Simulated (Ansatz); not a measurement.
Input of the run:

```
crystal:
  lattice:
    - [7.6780971933, 0.0, 0.0]
    - [-3.8390485966, 6.6494272221, 0.0]
    - [0.0, 0.0, 24.2305039992]
  atoms:
    - { symbol: Se, position: [0.3333333333, 0.1666666667, 0.3301623441] }
    - { symbol: Se, position: [0.3333333333, 0.6666666667, 0.3301623441] }
    - { symbol: Se, position: [0.8333333333, 0.1666666667, 0.3301623441] }
    - { symbol: Se, position: [0.8333333333, 0.6666666667, 0.3301623441] }
    - { symbol: Sn, position: [-0.0001962066, -0.0002239465, 0.3960448388] }
    - { symbol: Sn, position: [0.0002131831, 0.5001224782, 0.3960016975] }
    - { symbol: Sn, position: [0.5000279506, -7.48072e-05, 0.3959566353] }
    - { symbol: Sn, position: [0.4999962617, 0.5000410077, 0.3959540202] }
    - { symbol: Se, position: [0.1668830555, 0.3331922391, 0.4618430725] }
    - { symbol: Se, position: [0.1671648565, 0.8335103042, 0.4618214162] }
    - { symbol: Se, position: [0.6668831744, 0.3335259086, 0.4618281996] }
    - { symbol: Se, position: [0.6660495006, 0.8328912171, 0.4616601116] }
basis:
  ecutwfc: 420
kpoints:
  mp_grid: { grid: [3, 3, 1] }
hamiltonian:
  xc: pbe
  dispersion: d3bj
scf:
  occupations: { method: gaussian, width: 0.05 }
output:
  forces: true
  eigenvalues: true
  write_density: true
  volumetric_format: npy
efield:
  axis: 3
  dipole_correction: true
  ramp_width: 0.04
```

Launched with:
```bash
ansatz run input.yaml --threads 4 --pin off --max-ram 10240MiB --backend cpu --events-out ev --progress --plain --runs-dir out
```

What does the potential across the slab give for the band edges against vacuum?

From the vacuum level at the right face the ionisation potential is 6.00 eV and the electron affinity 5.21 eV; the left face gives the same. The slab's gap, their difference before rounding, is 0.79 eV. The two vacuum levels agree, so the slab has no net dipole along its normal. The outermost atoms are 3.2 Å apart, which leaves 21.0 Å of vacuum in a cell 24.2 Å high.

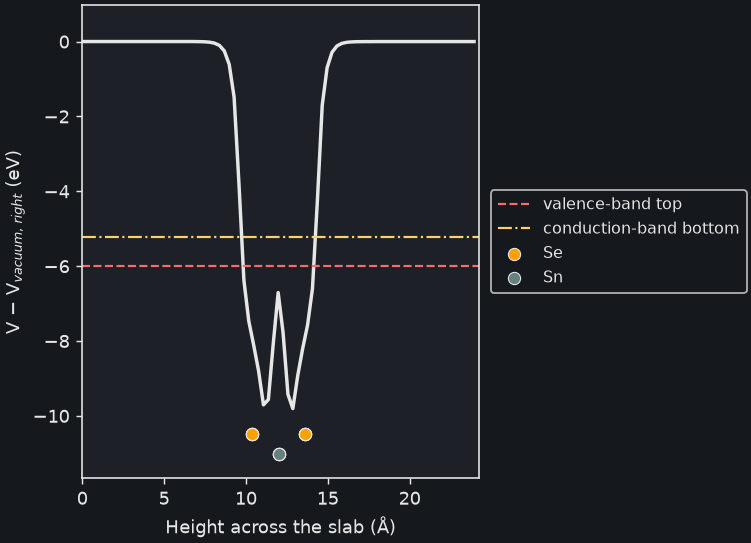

Plane-averaged electrostatic potential energy of an electron across the slab; circles at the bottom mark the heights of the atoms.
